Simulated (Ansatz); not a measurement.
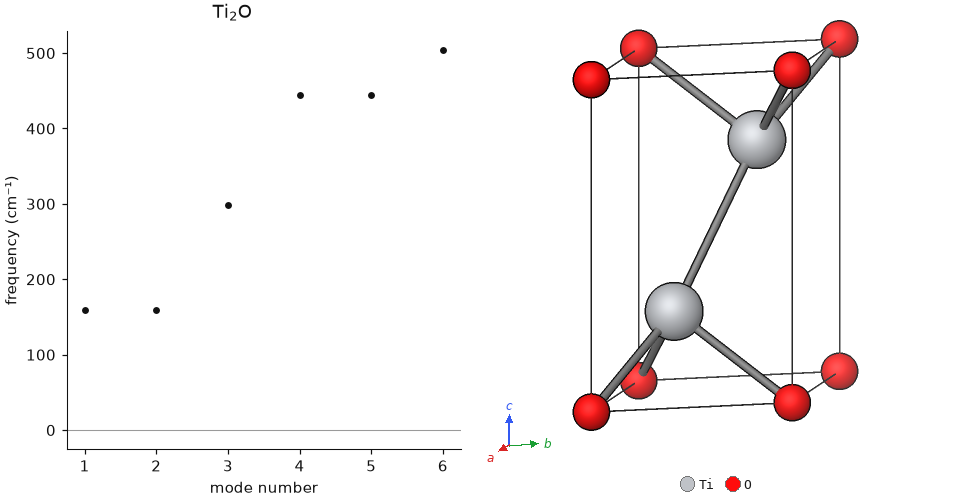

The plot gives the computed zone-centre optical phonon frequencies (the three acoustic modes are left out) for Ti₂O, space group P-3m1 (No. 164). The conventional cell is drawn beside the plot.

The given structure:
```
CELL_PARAMETERS angstrom
2.95332 0.00000 0.00000
-1.47666 2.55765 0.00000
0.00000 0.00000 4.72922
ATOMIC_POSITIONS crystal
Ti 0.66667 0.33333 0.26209
Ti 0.33333 0.66667 0.73791
O 0.00000 0.00000 0.00000
```

Calculation (Ansatz 0.2.0): harmonic phonon frequencies at the zone centre with atoms at rest in the given cell, without the long-range term of polar modes, the three translations left out, imaginary frequencies are negative; plane waves with PAW datasets, Γ-centred k mesh. Level: PBEsol, no spin polarisation.

wave cutoff 420 eV; k mesh 18×18×10; occupations Fermi–Dirac; smearing width 0.15 eV; pressure 0 GPa; phonon method linear response.

Q: Are there unstable modes?

A: No frequency is imaginary, so the structure is stable to these displacements (zone-boundary modes weren't tested here).

Q: What is the highest frequency?

A: The highest mode lies at 503.6 cm⁻¹.

Q: List the optical modes with their degeneracies.

A: 159.4 (×2), 298.2, 443.8 (×2), 503.6 cm⁻¹.

Note: metal sensitive to the k mesh; no spin polarisation, a magnetic state may lie lower.
